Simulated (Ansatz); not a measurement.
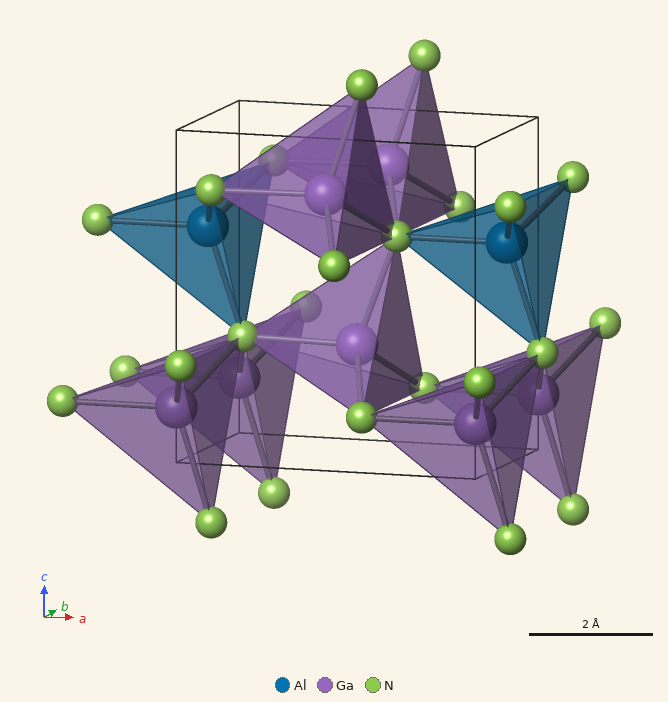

*The starting structure (polyhedral view of the cell of the calculation, seen slightly off an axis; polyhedra are completed across the faces of the cell). An atom can appear more than once, as a periodic image.*

Geometry relaxation of AlGa$_{3}$N$_{4}$ (part 1 of 2)

The run: geometry relaxation of AlGa$_{3}$N$_{4}$ (Pm, 8 atoms in the cell). Method and program: DFT r2SCAN, scalar-relativistic, plane waves, PAW, no spin polarisation (Ansatz 0.2.0).

The structure derives from a Materials Project entry.

### What the program printed
```
Engine: ansatz 0.2.0, x86_64-unknown-linux-gnu
Pseudopotentials: kind: paw
Pseudopotential: Al, paw, valence charge 3, recommended cutoff 500 eV (meta_gga), Al.paw.azcp
Pseudopotential: Ga, paw, valence charge 13, recommended cutoff 500 eV (meta_gga), Ga.paw.azcp
Pseudopotential: N, paw, valence charge 5, recommended cutoff 500 eV (meta_gga), N.paw.azcp
Functional definition: r2SCAN
  parameter k0 = 0.174
  parameter k1 = 0.065
  parameter a1 = 4.9479
  exchange = r2scan_x(k0 = k0, k1 = k1, a1 = a1)
  correlation = r2scan_c
Crystal: 8 atoms, lattice volume = 89.364 Å³
Basis set: ecut = 500 eV, 2243 PW (Γ), exchange–correlation on 160×96×160 points (64 copies of the dense FFT grid, shifted against one another)
Bands: 39, of which v1, the nominal top of the filled ones, is band 31 counted from 1 (30 counted from 0)
Symmetry: 2 space group operations
Space group: Pm (ITA 6), of the structure as read, at distance tolerance 4.5e-5 Å
k-points: 70 of 192 (time reversal used)
Non-local potential: Al, projectors of the file, l = 0: 2, l = 1: 2, l = 2: 1
Non-local potential: Ga, projectors of the file, l = 0: 2, l = 1: 2, l = 2: 3, l = 3: 1
Non-local potential: N, projectors of the file, l = 0: 2, l = 1: 2, l = 2: 1
PAW form: soft (Blöchl's): semilocal exchange-correlation on the pseudo side does not see the compensation charge
PAW frozen core: Al, regenerated for the run's functional (the file was generated under x = pbe(κ = 0.804, μ = 0.2195149727645171), c = pbe(β = 0.06672455060314922))
PAW frozen core: Ga, regenerated for the run's functional (the file was generated under x = pbe(κ = 0.804, μ = 0.2195149727645171), c = pbe(β = 0.06672455060314922))
PAW frozen core: N, regenerated for the run's functional (the file was generated under x = pbe(κ = 0.804, μ = 0.2195149727645171), c = pbe(β = 0.06672455060314922))
PAW one-centre angular grid: Al, 302 points (default); XC on 160 Gauss nodes
PAW one-centre angular grid: Ga, 590 points (default); XC on 160 Gauss nodes
PAW one-centre angular grid: N, 302 points (default); XC on 160 Gauss nodes
Initial density: superposition of atomic densities (neutral atoms: chi_scale 0, normalization atom), corrected by the library's trained network
Initial wavefunctions: pseudopotential atomic-orbital guess
Functional: x = r2scan, c = r2scan; τ floored in thin density (d = 2e-4 eV/Å³)
SCF iter   1: F=—  HF=-13457.455398 eV  |F-HF|=—  |Δ(HF+E_count)|=         —  Δρ=1.12e-2  dr2=5.17e-2  dr2_τ=4.35e-1  ethr=1.77e-3  ⟨swp⟩=6.4  Hψ=11091  notcnv=0  defer=2
preconditioner: auto → Resta (q_TF=auto, 2.567 Å⁻¹)  ε∞=4.2  [insulator: Δε(μ)=2.819 eV  Ē_g=17.271 eV  σ=0.020 eV  W_gap=1.00  n_scr=22 (ndim 8)  ℏωp=30.9 eV  f_vac=0.000  D(μ)=0.00/eV (n_scr^D=0)  ε∞_Penn≈4.2]
SCF iter   2: F=—  HF=-13457.618391 eV  |F-HF|=—  |Δ(HF+E_count)|=   1.63e-1  Δρ=5.57e-3  dr2=1.93e-2  dr2_τ=4.98e-4  ethr=8.34e-5  ⟨swp⟩=3.0  Hψ=6160  notcnv=0  defer=209
SCF iter   3: F=—  HF=-13457.616511 eV  |F-HF|=—  |Δ(HF+E_count)|=   1.88e-3  Δρ=3.42e-3  dr2=5.11e-3  dr2_τ=2.09e-4  ethr=3.11e-5  ⟨swp⟩=2.9  Hψ=4743  notcnv=0  defer=209
SCF iter   4: F=—  HF=-13457.616191 eV  |F-HF|=—  |Δ(HF+E_count)|=   3.20e-4  Δρ=3.10e-4  dr2=7.27e-5  dr2_τ=2.74e-5  ethr=8.24e-6  ⟨swp⟩=2.7  Hψ=4601  notcnv=0  defer=209
SCF iter   5: F=—  HF=-13457.616221 eV  |F-HF|=—  |Δ(HF+E_count)|=   2.98e-5  Δρ=1.58e-4  dr2=1.39e-5  dr2_τ=1.72e-6  ethr=1.17e-7  ⟨swp⟩=2.0  Hψ=4673  notcnv=0  defer=209
SCF iter   6: F=—  HF=-13457.616227 eV  |F-HF|=—  |Δ(HF+E_count)|=   6.14e-6  Δρ=6.41e-5  dr2=4.28e-6  dr2_τ=5.68e-7  ethr=2.24e-8  ⟨swp⟩=2.0  Hψ=4670  notcnv=0  defer=209
SCF iter   7: F=—  HF=-13457.616226 eV  |F-HF|=—  |Δ(HF+E_count)|=   8.15e-7  Δρ=1.57e-5  dr2=2.25e-7  dr2_τ=1.84e-8  ethr=6.90e-9  ⟨swp⟩=2.0  Hψ=3417  notcnv=0  defer=209
SCF iter   8: F=-13457.616226 eV  HF=-13457.616226 eV  |F-HF|=5.16e-8  |Δ(HF+E_count)|=   4.72e-8  Δρ=9.28e-6  dr2=8.20e-8  dr2_τ=4.27e-9  ethr=1.61e-10  ⟨swp⟩=13.9  Hψ=19015  notcnv=0
SCF 1 converged in 8 iterations: F = -13457.616226 eV  dr2 = 8.20e-8
  greatest PAW one-centre occupation: 0.995 electrons in one spin orbital (limit 2), on the Ga atom at site 3 (counted from 0), in its partial waves of l = 2
relax step   1: F+E_penalty+E_count = -13457.61622598 eV  Δ(F+E_penalty+E_count) = +0.000e0 eV  max|allowed force component| = 1.028e-1 eV/Å  Δτ_max = 0.0000 Å  P = -0.735 GPa  Ω = 89.364 Å³  (8 SCF iters, dr2 threshold 1.00e-7 eV, accepted)
Crystal: 8 atoms, lattice volume = 89.159 Å³
Basis set: ecut = 500 eV, 2239 PW (Γ), exchange–correlation on 160×96×160 points (64 copies of the dense FFT grid, shifted against one another)
Initial density: handed on by an earlier stage of this run
Initial wavefunctions: those handed on with the density
iter 1 solved again at ethr=3.68e-7 eV; its pass at ethr=3.10e-3 eV (dr2=2.28e-4 eV) is discarded
SCF iter   1: F=—  HF=-13457.617390 eV  |F-HF|=—  |Δ(HF+E_count)|=         —  Δρ=4.74e-4  dr2=2.32e-4  dr2_τ=5.45e-4  ethr=3.68e-7  ⟨swp⟩=2.6  Hψ=11463  notcnv=0
preconditioner: auto → Resta (q_TF=auto, 2.568 Å⁻¹)  ε∞=4.3  [insulator: Δε(μ)=2.877 eV  Ē_g=17.167 eV  σ=0.020 eV  W_gap=1.00  n_scr=22 (ndim 8)  ℏωp=31.0 eV  f_vac=0.001  D(μ)=0.00/eV (n_scr^D=0)  ε∞_Penn≈4.3]
SCF iter   2: F=—  HF=-13457.617518 eV  |F-HF|=—  |Δ(HF+E_count)|=   1.28e-4  Δρ=1.96e-4  dr2=4.29e-5  dr2_τ=2.40e-6  ethr=3.68e-7  ⟨swp⟩=2.0  Hψ=4710  notcnv=0
SCF iter   3: F=—  HF=-13457.617512 eV  |F-HF|=—  |Δ(HF+E_count)|=   5.85e-6  Δρ=7.18e-5  dr2=3.81e-6  dr2_τ=3.52e-7  ethr=6.91e-8  ⟨swp⟩=2.0  Hψ=3570  notcnv=0
SCF iter   4: F=-13457.617511 eV  HF=-13457.617512 eV  |F-HF|=3.50e-7  |Δ(HF+E_count)|=   3.12e-7  Δρ=2.86e-5  dr2=7.35e-7  dr2_τ=8.14e-8  ethr=1.29e-9  ⟨swp⟩=10.8  Hψ=23812  notcnv=0
SCF 2 converged in 4 iterations: F = -13457.617511 eV  dr2 = 7.35e-7
relax step   2: F+E_penalty+E_count = -13457.61751126 eV  Δ(F+E_penalty+E_count) = -1.285e-3 eV  max|allowed force component| = 4.520e-2 eV/Å  Δτ_max = 0.0027 Å  P = -0.276 GPa  Ω = 89.159 Å³  energy of the carried Pulay correction = +1.096e-4 eV  (4 SCF iters, dr2 threshold 8.00e-7 eV, accepted)
Crystal: 8 atoms, lattice volume = 89.030 Å³
iter 1 solved again at ethr=1.94e-7 eV; its pass at ethr=3.10e-3 eV (dr2=1.20e-4 eV) is discarded
SCF iter   1: F=—  HF=-13457.617752 eV  |F-HF|=—  |Δ(HF+E_count)|=         —  Δρ=3.24e-4  dr2=1.22e-4  dr2_τ=2.59e-4  ethr=1.94e-7  ⟨swp⟩=2.3  Hψ=10677  notcnv=0
preconditioner: auto → Resta (q_TF=auto, 2.569 Å⁻¹)  ε∞=4.3  [insulator: Δε(μ)=2.888 eV  Ē_g=17.178 eV  σ=0.020 eV  W_gap=1.00  n_scr=22 (ndim 8)  ℏωp=31.0 eV  f_vac=0.001  D(μ)=0.00/eV (n_scr^D=0)  ε∞_Penn≈4.3]
SCF iter   2: F=—  HF=-13457.617804 eV  |F-HF|=—  |Δ(HF+E_count)|=   5.19e-5  Δρ=1.39e-4  dr2=2.34e-5  dr2_τ=1.11e-6  ethr=1.94e-7  ⟨swp⟩=2.0  Hψ=4166  notcnv=0
SCF iter   3: F=—  HF=-13457.617801 eV  |F-HF|=—  |Δ(HF+E_count)|=   3.33e-6  Δρ=4.76e-5  dr2=1.71e-6  dr2_τ=9.24e-8  ethr=3.77e-8  ⟨swp⟩=2.0  Hψ=3566  notcnv=0
SCF iter   4: F=—  HF=-13457.617801 eV  |F-HF|=—  |Δ(HF+E_count)|=   9.89e-8  Δρ=2.06e-5  dr2=3.82e-7  dr2_τ=4.40e-8  ethr=3.46e-10  ⟨swp⟩=9.9  Hψ=22905  notcnv=0
SCF iter   5: F=-13457.617801 eV  HF=-13457.617801 eV  |F-HF|=6.77e-9  |Δ(HF+E_count)|=   1.23e-7  Δρ=5.16e-6  dr2=2.73e-8  dr2_τ=9.42e-10  ethr=3.46e-10  ⟨swp⟩=8.7  Hψ=18325  notcnv=0
SCF 3 converged in 5 iterations: F = -13457.617801 eV  dr2 = 2.73e-8
  Residual-converged pass: ⟨swp⟩=1.0  Hψ=3010  notcnv=0  max |occ|·‖R‖ = 7.0e-9 eV (tolerance 1.0e-8 eV)  dr2=2.73e-8  dr2_τ=9.42e-10  dr2_onsite=1.10e-8  max |Δocc| = 0.0e0
relax step   3: F+E_penalty+E_count = -13457.61780064 eV  Δ(F+E_penalty+E_count) = -2.894e-4 eV  max|allowed force component| = 5.524e-3 eV/Å  Δτ_max = 0.0018 Å  P = +0.015 GPa  Ω = 89.030 Å³  energy of the carried Pulay correction = +1.784e-4 eV  (5 SCF iters, dr2 threshold 2.15e-7 eV, accepted)
Crystal: 8 atoms, lattice volume = 89.037 Å³
iter 1 solved again at ethr=1.87e-9 eV; its pass at ethr=3.10e-3 eV (dr2=1.16e-6 eV) is discarded
SCF iter   1: F=—  HF=-13457.617798 eV  |F-HF|=—  |Δ(HF+E_count)|=         —  Δρ=4.68e-5  dr2=1.21e-6  dr2_τ=2.33e-6  ethr=1.87e-9  ⟨swp⟩=2.0  Hψ=10347  notcnv=0
preconditioner: auto → Resta (q_TF=auto, 2.569 Å⁻¹)  ε∞=4.3  [insulator: Δε(μ)=2.886 eV  Ē_g=17.175 eV  σ=0.020 eV  W_gap=1.00  n_scr=22 (ndim 8)  ℏωp=31.0 eV  f_vac=0.001  D(μ)=0.00/eV (n_scr^D=0)  ε∞_Penn≈4.3]
SCF iter   2: F=—  HF=-13457.617798 eV  |F-HF|=—  |Δ(HF+E_count)|=   5.41e-7  Δρ=2.32e-5  dr2=2.66e-7  dr2_τ=1.51e-8  ethr=1.87e-9  ⟨swp⟩=2.6  Hψ=4741  notcnv=0
SCF iter   3: F=—  HF=-13457.617798 eV  |F-HF|=—  |Δ(HF+E_count)|=   2.26e-8  Δρ=6.58e-6  dr2=3.29e-8  dr2_τ=7.02e-9  ethr=4.29e-10  ⟨swp⟩=3.0  Hψ=4939  notcnv=0
SCF iter   4: F=—  HF=-13457.617798 eV  |F-HF|=—  |Δ(HF+E_count)|=   2.61e-9  Δρ=1.87e-6  dr2=2.54e-9  dr2_τ=2.62e-10  ethr=5.31e-11  ⟨swp⟩=2.4  Hψ=4762  notcnv=0
SCF iter   5: F=-13457.617798 eV  HF=-13457.617798 eV  |F-HF|=6.55e-11  |Δ(HF+E_count)|=   1.04e-9  Δρ=6.32e-7  dr2=3.45e-10  dr2_τ=2.36e-11  ethr=3.08e-12  ⟨swp⟩=6.0  Hψ=13072  notcnv=0
SCF 4 converged in 5 iterations: F = -13457.617798 eV  dr2 = 3.45e-10
relax step   4: F+E_penalty+E_count = -13457.61779810 eV  Δ(F+E_penalty+E_count) = +2.540e-6 eV  max|allowed force component| = 2.115e-3 eV/Å  Δτ_max = 0.0004 Å  P = -0.002 GPa  Ω = 89.037 Å³  energy of the carried Pulay correction = +1.745e-4 eV  (5 SCF iters, dr2 threshold 1.91e-9 eV, accepted)
Initial wavefunctions: pseudopotential atomic-orbital guess (no wavefunctions were taken with the density)
iter 1 solved again at ethr=2.46e-8 eV; its pass at ethr=3.10e-3 eV (dr2=1.53e-5 eV) is discarded
SCF iter   1: F=—  HF=-13457.617624 eV  |F-HF|=—  |Δ(HF+E_count)|=         —  Δρ=7.93e-6  dr2=1.31e-8  dr2_τ=1.34e-8  ethr=2.46e-8  ⟨swp⟩=3.0  Hψ=19139  notcnv=0
SCF iter   2: F=—  HF=-13457.617624 eV  |F-HF|=—  |Δ(HF+E_count)|=   3.78e-7  Δρ=5.30e-6  dr2=8.81e-9  dr2_τ=9.44e-10  ethr=2.11e-11  ⟨swp⟩=2.0  Hψ=4876  notcnv=0
SCF iter   3: F=—  HF=-13457.617624 eV  |F-HF|=—  |Δ(HF+E_count)|=   2.76e-9  Δρ=1.15e-6  dr2=4.93e-10  dr2_τ=1.62e-10  ethr=1.42e-11  ⟨swp⟩=2.2  Hψ=4716  notcnv=0
SCF iter   4: F=-13457.617624 eV  HF=-13457.617624 eV  |F-HF|=1.82e-11  |Δ(HF+E_count)|=  5.78e-10  Δρ=2.51e-7  dr2=3.49e-11  dr2_τ=5.40e-12  ethr=1.00e-12  ⟨swp⟩=4.2  Hψ=14380  notcnv=0
SCF 5 converged in 4 iterations: F = -13457.617624 eV  dr2 = 3.49e-11
relax step   5: F+E_penalty+E_count = -13457.61762394 eV  Δ(F+E_penalty+E_count) = +1.742e-4 eV  max|allowed force component| = 2.107e-3 eV/Å  Δτ_max = 0.0000 Å  P = -0.003 GPa  Ω = 89.037 Å³  stress off target by 5.18e-3 GPa  SCF on the basis re-selected at this cell (its energy is not comparable with the rows above)  (4 SCF iters)
```

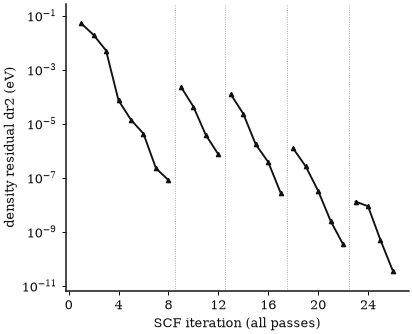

*Convergence of the self-consistent field: density residual dr2 against the SCF iteration. The dotted lines part the SCF passes of the relaxation: geometry steps, rejected trials and re-solves on a re-selected basis.*

The 5 passes take 4 to 8 iterations each, 26 in all.

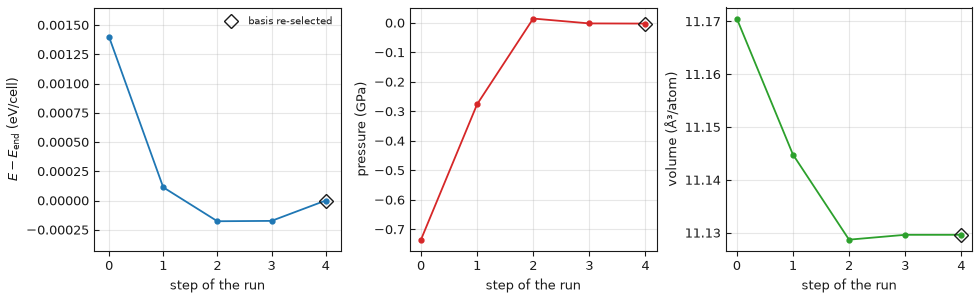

*Progress of the relaxation, step by step (the first geometry is step 0 here and step 1 in the log).*

After 3 geometry steps the energy has fallen by 1.6 meV per cell of the calculation. The largest force component goes from 0.1 to 0.0021 eV/Å. Pressure: −0.73 GPa at the start and 0.00 GPa at the end. The largest moves relative to the cell, 0.004 Å, are those of N6 and N8. By element the largest moves are N 0.004 Å, Ga 0.001 Å. Al stays in place. Cell: a 5.146 → 5.139 Å (−0.1 %), b 3.167 → 3.163 Å (−0.1 %), c 5.484 → 5.477 Å (−0.1 %). Volume −0.4 %. Among the contacts that change: Ga4–N6 1.965 → 1.959 Å, Ga3–N6 1.967 → 1.963 Å. The space group stays Pm (No. 6). A last SCF at the same geometry on a re-selected plane-wave basis shifts the energy by +0.2 meV per cell of the calculation. (Atoms are counted from 1 in the order of the input.)

```
basis re-selected at this cell: Δ(F+E_penalty+E_count) = +1.742e-4 eV, ΔP = -0.001 GPa vs the last step (what re-selecting the basis moved, of the pressure what is left beyond the Pulay correction that the steps carried, after the strain that the cell walked since its last selection, with what the two solves' SCF thresholds leave and, on support functions, any second-order correction that the steps lacked; it is no measure of the basis error at this ecutwfc). This SCF's stress stands 5.18e-3 GPa from its target on what of the cell is left free (relax.cell.stress_tol is 5.00e-2 GPa) and its largest allowed force component is 2.11e-3 eV/Å (relax.f_tol is 5.00e-3 eV/Å): within both
SCF converged after 4 iterations
Free energy (F): -13457.617624 eV
Harris-Foulkes:  -13457.617624 eV  (|F-HF|=1.82e-11)
Internal energy: -13457.617624 eV  (E = F + TS)
E sigma→0 (E₀):  -13457.617624 eV
Fermi energy:    10.344235 eV
```
